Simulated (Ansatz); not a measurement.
Consider C.

The calculation's input:

```
crystal:
  lattice:
    - [0.0, 1.78337, 1.78337]
    - [1.78337, 0.0, 1.78337]
    - [1.78337, 1.78337, 0.0]
  atoms:
    - { symbol: C, position: [0.0, 0.0, 0.0] }
    - { symbol: C, position: [0.25, 0.25, 0.25] }
basis:
  ecutwfc: 420
kpoints:
  mp_grid: { grid: [12, 12, 12] }
hamiltonian:
  xc: pbesol
scf:
  occupations: { method: gaussian, width: 0.02 }
output:
  forces: true
  stress: true
  eigenvalues: true
  write_density: true
  write_potential: true
  elf: true
  volumetric_format: npy
relax:
  adjacent_minimum: "off"
  f_tol: 0.005
  max_steps: 80
  cell: { stress_tol: 0.05 }
```

Launched as:

```sh
ansatz run input.yaml --threads 4 --pin off --max-ram 12288MiB --backend cpu --events-out ev --progress --plain --runs-dir out
```

Below, planes, directions and counts refer to the conventional cell (a = 3.55 Å, b = 3.55 Å, c = 3.55 Å, α = 90.00°, β = 90.00°, γ = 90.00°).

The fields are those of the relaxed geometry.

Space group Fd-3m.

Method: Ansatz 0.2.0, DFT PBEsol, scalar-relativistic, plane waves, PAW.

**What will maps of the valence pseudo-density and electron localisation function show?**

C–C (1.54 Å): ρ is about 1.6 e/Å³ halfway; the ELF peaks at about 0.95 between the atoms, as expected for a shared electron pair.

**Does the calculation give a band gap?**

It is gapped, with a Kohn–Sham gap of 4.1 eV on the k-point mesh, an upper bound to the gap of this method.

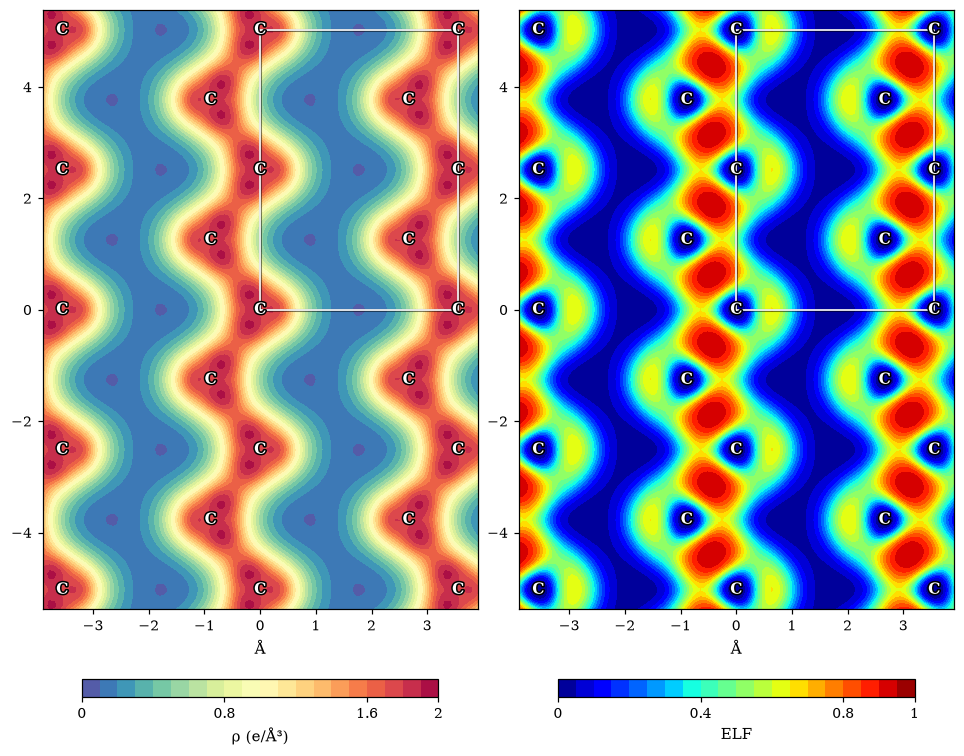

Computed valence pseudo-density and electron localisation function on the (101) plane of the conventional cell, in this order. 

The density is the valence pseudo-density of a PAW calculation; it isn't the true density close to the nuclei.
